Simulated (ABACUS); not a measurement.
# Ag: 7 runs along one coordinate

System: Ag (Fm-3m, 1 atom in the cell).
Method: Kohn-Sham DFT of a periodic cell, PBEsol, PseudoDojo NC SR 0.4.1 PBEsol standard, no spin polarisation (ABACUS 3.10.1).

The 7 runs differ only in the geometry, by an even scaling of the cell at fixed fractional positions. The structure derives from an entry of the Crystallography Open Database.

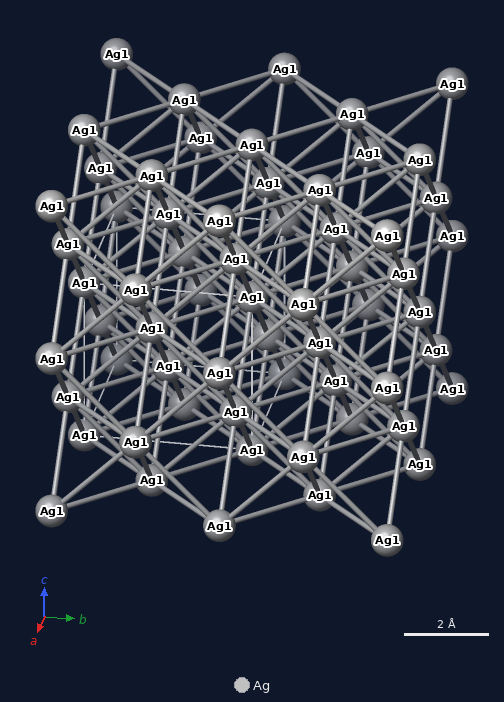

Figure 1. The structure of run 4 (ball-and-stick view of the cell 4 times as large as that of the calculation, set on its symmetry axes, repeated 2 × 2 × 2, seen at an oblique angle; atoms are numbered from 1 in the order of the input). An atom can appear more than once, as a periodic image.

**Input of run 4**
```
INPUT_PARAMETERS
suffix              Ag
calculation         scf
basis_type          pw
pseudo_dir          ./
symmetry            1
dft_functional      pbesol
ecutwfc             82
pseudo_rcut         7
nspin               1
nbands              14
ks_solver           dav
smearing_method     fd
smearing_sigma      0.00367493
scf_thr             1e-08
scf_nmax            100
mixing_type         broyden
mixing_beta         0.7
cal_force           1
cal_stress          1
kpar                4
```

**File STRU of run 4**
```
ATOMIC_SPECIES
Ag 107.8682 Ag.upf

LATTICE_CONSTANT
1.8897261246

LATTICE_VECTORS
0.0000000000 2.0427500000 2.0427500000
2.0427500000 0.0000000000 2.0427500000
2.0427500000 2.0427500000 0.0000000000

ATOMIC_POSITIONS
Direct

Ag
0.0
1
0.0000000000 0.0000000000 0.0000000000 1 1 1
```

**File KPT of run 4**
```
K_POINTS
0
Gamma
11 11 11 0 0 0
```

Command:
```bash
OMP_NUM_THREADS=1 mpirun -np 4 abacus > log
```

Lattice vectors (Å) and fractional positions of run 4:
```
   0.000000    2.042750    2.042750
   2.042750    0.000000    2.042750
   2.042750    2.042750    0.000000
Ag  0.000000  0.000000  0.000000
```

Run 2 differs from it as follows:
```diff
-0.0000000000 2.0427500000 2.0427500000
-2.0427500000 0.0000000000 2.0427500000
-2.0427500000 2.0427500000 0.0000000000
+0.0000000000 2.0151418859 2.0151418859
+2.0151418859 0.0000000000 2.0151418859
+2.0151418859 2.0151418859 0.0000000000
```

**Results, with one run withheld**

```csv
run,volume per atom (Å³),"free energy per atom, from the lowest run given (meV)",pressure (GPa)
1,16.025,8.27,4.72
2,16.366,?,?
3,16.707,0.00,−0.87
4,17.048,3.86,−3.09
5,17.389,12.11,−5.01
6,17.730,24.17,−6.66
7,18.071,39.46,−8.06
```

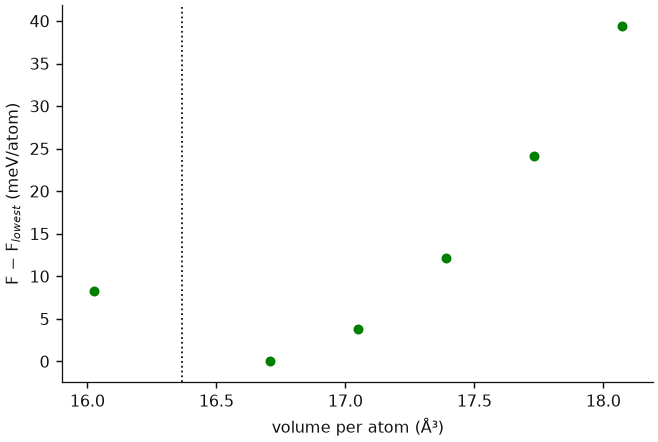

Figure 2. Free energy per atom of the runs given; the dotted line marks run 2.

What should run 2 give?

A cubic polynomial in V^(−2/3) (the Birch–Murnaghan form), fitted to the 6 runs given, misses them by at most 0.01 meV per atom. With x = V^(−2/3) − 0.15043 Å⁻², it reads F = 5.6735 − 3668.9 x + 5.5949e+05 x² + 3.9353e+06 x³ (meV per atom). At run 2 it gives 1.20 meV per atom, and the run itself gives 1.22. The slope of the fit gives a pressure −dF/dV of 1.88 GPa there, and the run prints 1.78 GPa. The two needn't agree exactly: the fit is approximate, and the printed stress is taken on a finite basis. The fit has its minimum at 16.611 Å³ per atom, where V d²F/dV² gives 121 GPa: the bulk modulus at this level, since symmetry fixes the shape and the positions.

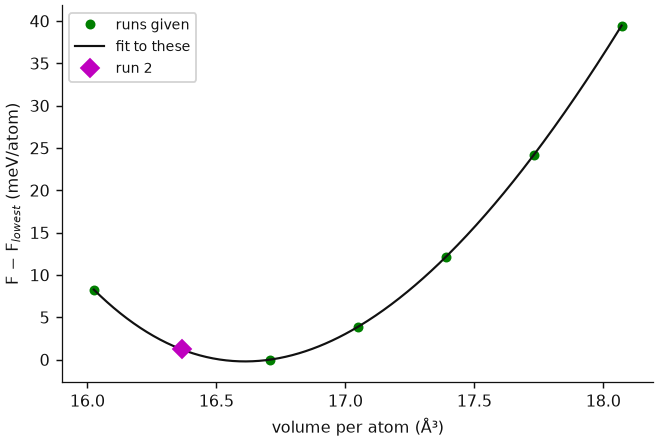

Figure 3. The fit and the withheld run.

**Some lines of the output (run 2)**
```
[...]
                          Volume (Bohr^3) = 110.444
                             Volume (A^3) = 16.3661
 E_Fermi        1.3808305326         18.7871632160
 E_Fermi        1.3392346522         18.2212222291
 E_Fermi        1.3518416266         18.3927489150
 E_Fermi        1.3505952070         18.3757905070
 E_Fermi        1.3504283204         18.3735198981
 E_KS(sigma->0) -309.7967277223      -4215.0007187778
 E_Fermi        1.3504305181         18.3735497997
 final etot is -4215.0017275 eV
 EFERMI = 18.3735498 eV
 TOTAL-PRESSURE: 17.807292 KBAR
 !FINAL_ETOT_IS -4215.0017274864376304 eV
```
